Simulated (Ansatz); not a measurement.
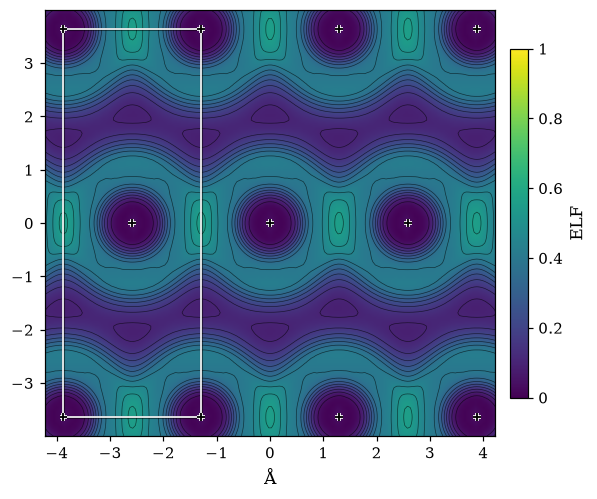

The electron localisation function on a plane through atoms (crosses mark nuclei in the plane).

The calculation used DFT PBEsol, scalar-relativistic, plane waves, PAW in Ansatz.

Candidates:
A. Ge, a = 5.15 Å, b = 5.15 Å, c = 2.59 Å, α = 90.00°, β = 90.00°, γ = 90.00°. Space group I4₁/amd; a structure from a database of computed crystals, not necessarily the ambient phase; changed on purpose from its base cell (strain -0.0750 x Voigt [0, 0, 1, 0, 0, 0], atoms carried along); computed pressure about 7 GPa in this cell.
B. Ti, a = 2.95 Å, b = 2.95 Å, c = 4.78 Å, α = 90.00°, β = 90.00°, γ = 120.00°. Space group P6₃/mmc; changed on purpose from its base cell (strain +0.0200 x Voigt [0, 0, 1, 0, 0, 0], atoms carried along); computed pressure about −8 GPa in this cell; computed without spin polarisation.
C. Pt, a = 2.91 Å, b = 2.91 Å, c = 3.30 Å, α = 90.00°, β = 90.00°, γ = 90.00°. Space group I4/mmm; a structure from a database of computed crystals, not necessarily the ambient phase; changed on purpose from its base cell (strain -0.080 along x and y, +0.040 along z, atoms carried along); computed pressure about 28 GPa in this cell.

### Which system is this?

Candidate A: Ge on the (110) plane of the conventional cell, which holds Ge. Ge–Ge (2.59 Å): the ELF reaches about 0.55 near the midpoint.
